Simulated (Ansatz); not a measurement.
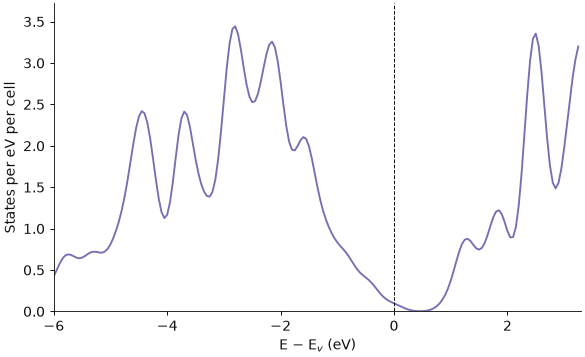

Density of states. Energies are counted from the top of the valence band. The curve is built from the levels of the k mesh with Gaussians 0.4 eV wide, which also blur the band edges.

Calculation on Si, space group P6_3/mmc, 4 atoms in the cell, lonsdaleite (2H) type, epitaxial (xy) strain +2.0%; a = 3.91 Å, b = 3.91 Å, c = 6.30 Å, α = 90.00°, β = 90.00°, γ = 120.00°.

Method: DFT, HSE06, plane waves, PAW, no spin polarisation, 6×6×4 k mesh, 420 eV cutoff (Ansatz 0.2.0).

Is there a gap at the Fermi level, and how wide?

Answer. There is a gap; over the k points computed it is 0.95 eV (indirect; the smallest direct gap is 1.32 eV).
